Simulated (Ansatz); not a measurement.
# What a change does: single-point calculation on IrO

System: IrO (2 atoms in the cell).
Method of run A: DFT PBE, scalar-relativistic, plane waves, PAW, no spin polarisation (Ansatz 0.2.0).

The structure was built on a prototype by a generator; it need not be a known phase. Text and figures count atoms from 1; the logs count them from 0 in places.

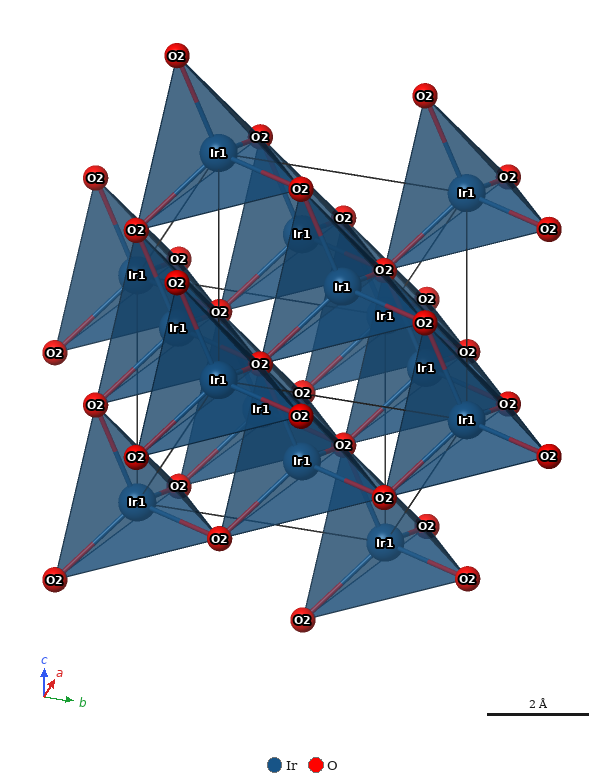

**Figure 1.** The structure as given in the input (polyhedral view of the cell 4 times as large as that of the calculation, set on its symmetry axes, seen at an oblique angle; polyhedra are completed across the faces of the cell; atoms are numbered from 1 in the order of the input). An atom can appear more than once, as a periodic image.

**Input file, run A**
```yaml
crystal:
  lattice:
    - [0.0, 2.6026921985, 2.6026921985]
    - [2.6026921985, 0.0, 2.6026921985]
    - [2.6026921985, 2.6026921985, 0.0]
  atoms:
    - { symbol: Ir, position: [0.0, 0.0, 0.0] }
    - { symbol: O, position: [0.25, 0.25, 0.25] }
basis:
  ecutwfc: 420
kpoints:
  mp_grid: { grid: [16, 16, 16] }
hamiltonian:
  xc: pbe
scf:
  occupations: { method: gaussian, width: 0.1 }
output:
  forces: true
  stress: true
  eigenvalues: true
```

Command:
```bash
ansatz run input.yaml --threads 1 --pin off --max-ram 2560MiB --backend cpu --events-out ev --progress --plain --runs-dir out
```

Hardware: 1 thread of Intel Xeon @ 2.50GHz (Skylake/Cascade Lake), 16 GiB of memory available, shared host.

**Output, shortened to warnings, some set-up lines, iterations and results (run A)**
```
Basis set: ecut = 420 eV, 701 PW (Γ), exchange–correlation on 50×50×50 points (8 copies of the dense FFT grid, shifted against one another)
Symmetry: 24 space group operations
k-points: 145 of 4096 (time reversal used)
Initial density: superposition of atomic densities (neutral atoms: chi_scale 0, normalization atom), corrected by the library's trained network
[...]
SCF iter   1: F=—  HF=-12498.066447 eV  |F-HF|=—  |Δ(HF+E_count)|=         —  Δρ=6.13e-3  dr2=1.61e-2  ethr=1.77e-3  ⟨swp⟩=4.9  Hψ=10091  notcnv=0
SCF iter   2: F=—  HF=-12498.066755 eV  |F-HF|=—  |Δ(HF+E_count)|=   3.08e-4  Δρ=1.17e-3  dr2=5.30e-4  ethr=7.02e-5  ⟨swp⟩=2.0  Hψ=3744  notcnv=0  defer=1
SCF iter   3: F=—  HF=-12498.066787 eV  |F-HF|=—  |Δ(HF+E_count)|=   3.14e-5  Δρ=2.64e-4  dr2=3.11e-5  ethr=2.31e-6  ⟨swp⟩=2.4  Hψ=3261  notcnv=0  defer=1
SCF iter   4: F=—  HF=-12498.066776 eV  |F-HF|=—  |Δ(HF+E_count)|=   1.07e-5  Δρ=7.84e-5  dr2=1.56e-6  ethr=1.35e-7  ⟨swp⟩=3.0  Hψ=3953  notcnv=0  defer=1
SCF iter   5: F=-12498.066775 eV  HF=-12498.066775 eV  |F-HF|=2.99e-8  |Δ(HF+E_count)|=   3.67e-7  Δρ=8.68e-6  dr2=1.46e-8  ethr=6.79e-9  ⟨swp⟩=2.8  Hψ=3689  notcnv=0  defer=1
SCF iter   6: F=-12498.066775 eV  HF=-12498.066775 eV  |F-HF|=1.15e-10  |Δ(HF+E_count)|=   3.50e-8  Δρ=1.63e-6  dr2=5.41e-10  ethr=6.36e-11  ⟨swp⟩=2.7  Hψ=7512  notcnv=0
SCF 1 converged in 6 iterations: F = -12498.066775 eV  dr2 = 5.41e-10
SCF converged after 6 iterations
Free energy (F): -12498.066775 eV
Harris-Foulkes:  -12498.066775 eV  (|F-HF|=1.15e-10)
Internal energy: -12498.053438 eV  (E = F + TS)
E sigma→0 (E₀):  -12498.060107 eV
Entropy (-TS):   -0.013337 eV (-6.669 meV/atom)
Fermi energy:    10.071030 eV
--- Per-component energies (eV) ---
  E_band       = -323.820640
  E_kinetic    = 787.580889
  E_local      = -2228.066501  (includes V_loc(G=0)·N_el)
  E_nonlocal   = 122.218064
  E_hartree    = 822.937295
  E_xc         = -335.090105
  E_vxc        = -385.090897  (∫ρ·V_xc dr)
  E_paw        = -9380.356178  (= ΣΔE_a)
  E_vpaw       = -266.340012  (= ΣTr[D̂ρ^β])
  E_aug_tail   = 0.002339  (compensation charges beyond the density's cutoff)
  E_ewald      = -2287.279241
  E_smearing   = -0.013337  (= −TS)
  E_closure    = 0.000000  (closes the sum)
  Σ components = -12498.066775   (vs F -12498.066775, Δ=0.00e0)
--- Forces (eV/Å), atoms counted from 1 ---
  atom   1  Ir    -0.00000000    -0.00000000    -0.00000000
  atom   2  O      0.00000000    -0.00000000     0.00000000
  max |Σ_I F_I| component: 5.55e-17 eV/Å
--- Stress (GPa, compression-positive) ---
      -24.530599       0.000000       0.000000
        0.000000     -24.530599      -0.000000
        0.000000      -0.000000     -24.530599
  P = ⅓ Tr σ = -24.5306 GPa (-245.306 kbar)
```

For run B the input was changed thus:
```diff
-    - { symbol: Ir, position: [0.0, 0.0, 0.0] }
+    - { symbol: Ir, position: [0.0, 0.0, 0.0], spin: 2.5 }
+  populations: true
+  write_density: true
+  write_potential: true
+  elf: true
+  volumetric_format: npy
+magnetization:
+  spin_polarized: true
```

What does this change do to the results?

The energy is the same within 0.01 meV per atom. With spin allowed, the absolute moment of the cell comes to 0.00 μB. On the same kind of shared host run B took about 9.3 times as long. The two runs start from different initial densities, which also moves the count.

**Output, shortened to warnings, some set-up lines, iterations and results (run B)**
```
WARN: the starting moments were not kept: the SCF closed with an absolute magnetisation of 2.2e-5 μB, where they sum to 2.5 μB in size (1 site). That is at most 0.1 of that sum. Measured as dr2_m measures the in/out step, that magnetisation stands 1.9e-10 eV from none, at or under the dr2_threshold of 1.0e-7 eV: it is no larger than a step whose dr2_m would equal this threshold. The system may …
Basis set: ecut = 420 eV, 701 PW (Γ), exchange–correlation on 50×50×50 points (8 copies of the dense FFT grid, shifted against one another)
Symmetry: 24 space group operations
k-points: 145 of 4096 (time reversal used)
Initial density: superposition of atomic densities (chi_scale 0.1, normalization cell, long waves kept (reshape's long-wave potential 0.00 eV rms))
[...]
SCF iter   1: F=—  HF=-12498.361036 eV  |F-HF|=—  |Δ(HF+E_count)|=         —  Δρ=9.92e-2 (↑5.95e-2 ↓9.92e-2)  dr2=4.53e0  dr2_m=1.11e0  M=0.561 μB ∫|m|=0.581 μB  β_m=0.30  …
SCF iter   2: F=—  HF=-12498.036725 eV  |F-HF|=—  |Δ(HF+E_count)|=   3.24e-1  Δρ=5.45e-2 (↑2.88e-2 ↓5.45e-2)  dr2=5.81e-1  dr2_m=4.45e-1  M=0.696 μB ∫|m|=0.697 μB  β_m=0.41  …
SCF iter   3: F=—  HF=-12498.064687 eV  |F-HF|=—  |Δ(HF+E_count)|=   2.80e-2  Δρ=2.63e-2 (↑1.66e-2 ↓2.63e-2)  dr2=8.06e-2  dr2_m=1.24e-1  M=0.606 μB ∫|m|=0.607 μB  β_m=0.65  …
SCF iter   4: F=—  HF=-12498.059188 eV  |F-HF|=—  |Δ(HF+E_count)|=   5.50e-3  Δρ=5.25e-3 (↑5.25e-3 ↓4.65e-3)  dr2=3.35e-3  dr2_m=6.76e-3  M=0.330 μB ∫|m|=0.333 μB  β_m=0.83  …
SCF iter   5: F=—  HF=-12498.065784 eV  |F-HF|=—  |Δ(HF+E_count)|=   6.60e-3  Δρ=2.37e-3 (↑1.99e-3 ↓2.37e-3)  dr2=2.43e-4  dr2_m=1.42e-3  M=0.158 μB ∫|m|=0.160 μB  β_m=0.91  …
[... 7 lines ...]
SCF 1 converged in 12 iterations: F = -12498.066775 eV  dr2 = 4.95e-9
SCF iter   1: F=—  HF=-12498.066775 eV  |F-HF|=—  |Δ(HF+E_count)|=         —  Δρ=1.76e-6 (↑1.69e-6 ↓1.76e-6)  dr2=4.95e-9  dr2_m=5.92e-12  M=-0.000 μB ∫|m|=0.000 μB  …
SCF iter   2: F=—  HF=-12498.075529 eV  |F-HF|=—  |Δ(HF+E_count)|=   8.75e-3  Δρ=1.72e-2 (↑1.25e-2 ↓1.72e-2)  dr2=2.46e-1  dr2_m=2.08e-2  M=0.820 μB ∫|m|=0.826 μB  …
SCF iter   3: F=—  HF=-12498.059013 eV  |F-HF|=—  |Δ(HF+E_count)|=   1.65e-2  Δρ=3.10e-3 (↑3.10e-3 ↓2.31e-3)  dr2=2.30e-3  dr2_m=1.82e-3  M=0.470 μB ∫|m|=0.474 μB  …
SCF iter   4: F=—  HF=-12498.066779 eV  |F-HF|=—  |Δ(HF+E_count)|=   7.77e-3  Δρ=1.55e-4 (↑1.43e-4 ↓1.55e-4)  dr2=3.59e-5  dr2_m=5.27e-7  M=0.007 μB ∫|m|=0.007 μB  …
an SCF towards Hund's moment on open shells that bore less, with the run's symmetry operations kept, reached no lower state that the run goes on to. This is no proof of a minimum
WARN: the starting moments were not kept: the SCF closed with an absolute magnetisation of 2.2e-5 μB, where they sum to 2.5 μB in size (1 site). That is at most 0.1 of that sum. Measured as dr2_m measures the in/out step, that magnetisation stands 1.9e-10 eV from none, at or under the dr2_threshold …
SCF converged after 12 iterations
Magnetization: -0.0000 μB (11.5000 up, 11.5000 down)
Absolute magnetization: 0.0000 μB (∫|ρ↑−ρ↓|, with the PAW one-centre terms)
Spin contamination: 0.0000 ħ² per cell (⟨S²⟩ above its minimum at these occupations)
Per-site moments (μB) at R_I (Å): [(-1.582931920429432e-5, 0.9297739943796857), (-1.5485422042696683e-6, 0.9297739943796857)]
Free energy (F): -12498.066775 eV
Harris-Foulkes:  -12498.066775 eV  (|F-HF|=4.49e-9)
Internal energy: -12498.053438 eV  (E = F + TS)
E sigma→0 (E₀):  -12498.060107 eV
Entropy (-TS):   -0.013337 eV (-6.669 meV/atom)
Fermi energy:    10.071028 eV
--- Per-component energies (eV) ---
  E_band       = -323.820827
  E_kinetic    = 787.580965
  E_local      = -2228.066403  (includes V_loc(G=0)·N_el)
  E_nonlocal   = 122.218110
[...]
```

**The two runs side by side**

```csv
quantity,run A,run B
outcome,converged,converged
free energy per atom (eV),−6249.0334,−6249.0334
"energy per atom, smearing taken to zero (eV)",−6249.0301,−6249.0301
gap on the mesh (eV),0.00,0.00
pressure (GPa),−24.53,−24.53
largest force (eV/Å),0.000,0.000
SCF iterations,6,–
irreducible k-points,145,145
plane waves at Γ,701,701
net moment of the cell (μB),–,0.00
absolute moment of the cell (μB),–,0.00
wall time (shared host),5 s,47 s
```

For both runs: Spin–orbit coupling is left out, which matters for Ir. The cell is under a tension of 25 GPa at this level, so it is not at its equilibrium volume. For run A: The cell holds an odd number of electrons but the run has no spin polarisation, so a band is left half filled. For run B: Warnings: some starting moments were not kept.
